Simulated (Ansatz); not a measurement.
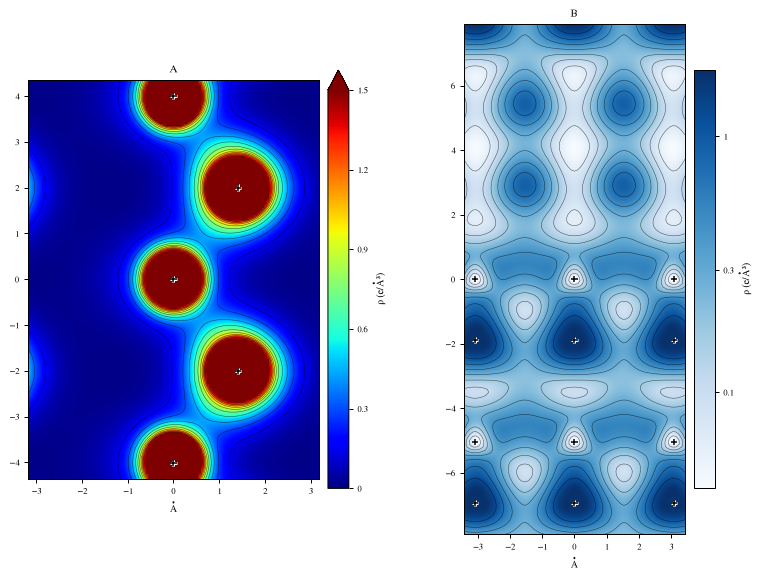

The valence electron density of 2 systems, each on a plane through atoms (crosses mark nuclei in the plane).

All numbers below come from DFT r2SCAN, scalar-relativistic, plane waves, PAW in Ansatz 0.2.0.

System 1: ZnSe, the (101) plane of the conventional cell. Space group F-43m; a generated structure, not necessarily the stable one.

```yaml
crystal:
  lattice:
    - [5.66800, 0.00000, 0.00000]
    - [0.00000, 0.00000, -5.66800]
    - [0.00000, 5.66800, 0.00000]
  atoms:
    - { symbol: Zn, position: [0.50000, 0.50000, 0.00000] }
    - { symbol: Zn, position: [0.00000, 0.50000, 0.50000] }
    - { symbol: Zn, position: [0.00000, 0.00000, 0.00000] }
    - { symbol: Zn, position: [0.50000, 0.00000, 0.50000] }
    - { symbol: Se, position: [0.25000, 0.75000, 0.25000] }
    - { symbol: Se, position: [0.75000, 0.75000, 0.75000] }
    - { symbol: Se, position: [0.75000, 0.25000, 0.25000] }
    - { symbol: Se, position: [0.25000, 0.25000, 0.75000] }
```

System 2: SiC, the (010) plane of the conventional cell. Space group P6₃mc.

```
Si C
1.0
     3.07849    0.00000    0.00000
    -1.53925    2.66605    0.00000
     0.00000    0.00000   15.10668
Si C
6 6
Cartesian
  0.0000 0.0000 15.1025
  0.0000 0.0000 7.5491
  0.0000 1.7774 2.5153
  1.5393 0.8887 10.0686
  1.5393 0.8887 5.0304
  0.0000 1.7774 12.5837
  0.0000 1.7774 0.6274
  1.5393 0.8887 8.1807
  1.5393 0.8887 3.1422
  0.0000 1.7774 10.6955
  0.0000 0.0000 5.6555
  0.0000 0.0000 13.2088
```

> Which map belongs to which system?

Panel A is system 1, ZnSe: the plane holds Zn and Se. Zn–Se (2.45 Å): the density is about 0.47 e/Å³ at the midpoint. Panel B is system 2, SiC: the plane holds Si and C. Si–C (1.89 Å): ρ at the midpoint is about 0.9 e/Å³.
